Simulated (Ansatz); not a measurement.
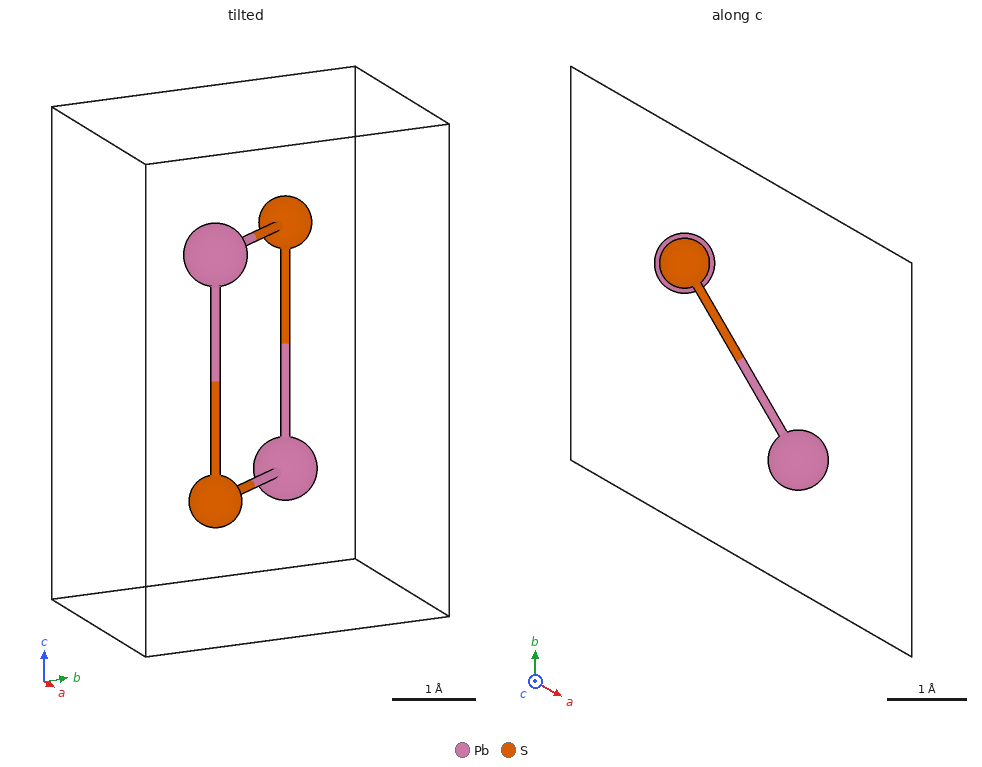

View slightly off an axis and along the c axis, drawn as a ball-and-stick model. The parallelepiped is the unit cell. Cell: a = 5.03 Å, b = 5.03 Å, c = 6.02 Å, α = 90.00°, β = 90.00°, γ = 120.00°.

Provenance: a structure type filled with these elements by a generator (whether the compound takes this form wasn't checked). Earlier steps of the study, as a rule a relaxation of our own, may have changed the cell and positions, so they can lie some per cent off the listed ones. An electronic-structure calculation with Ansatz was run on it.

Q: State composition, symmetry and coordination.

A: It has the composition PbS. Within 0.01 Å the space group is P6_3/mmc (No. 194), primitive hexagonal. In the cell are 2 Pb, 2 S, which makes 2 formula units. Each Pb atom is coordinated by five S in a trigonal bipyramidal arrangement at about 2.9 to 3.0 Å. The neighbours of S are five Pb in a trigonal bipyramidal arrangement at about 2.9 to 3.0 Å. The bonds build a three-dimensional framework.

Results below were computed with DFT PBE, scalar-relativistic, plane waves, PAW (Ansatz); the settings were a 420 eV plane-wave basis, k-points on a 6×6×6 grid, Gaussian smearing of 0.02 eV, no spin polarisation.

Q: Is it conducting or gapped at this level?

A: A semiconductor at this level, with a gap of 1.45 eV, direct.

Q: State the Bader charges by element.

A: Pb +0.99 e; S -0.99 e.

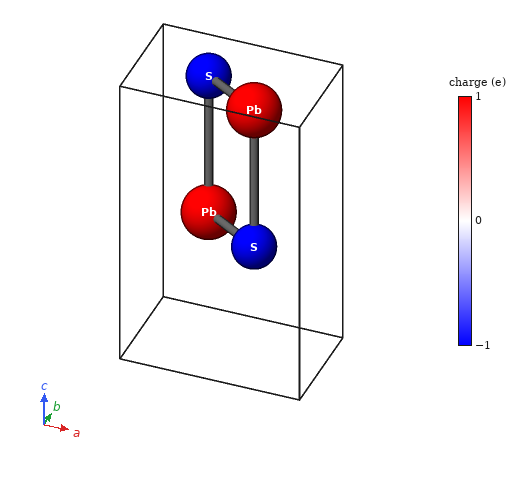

The atoms coloured by those charges. The run's cell of 4 atoms is drawn, so axes and origin can differ from the first picture.

Q: Is this the optimised geometry for these settings?

A: Yes. All forces vanish to within 0.01 eV/Å. The pressure is 0.0 GPa, close to zero.
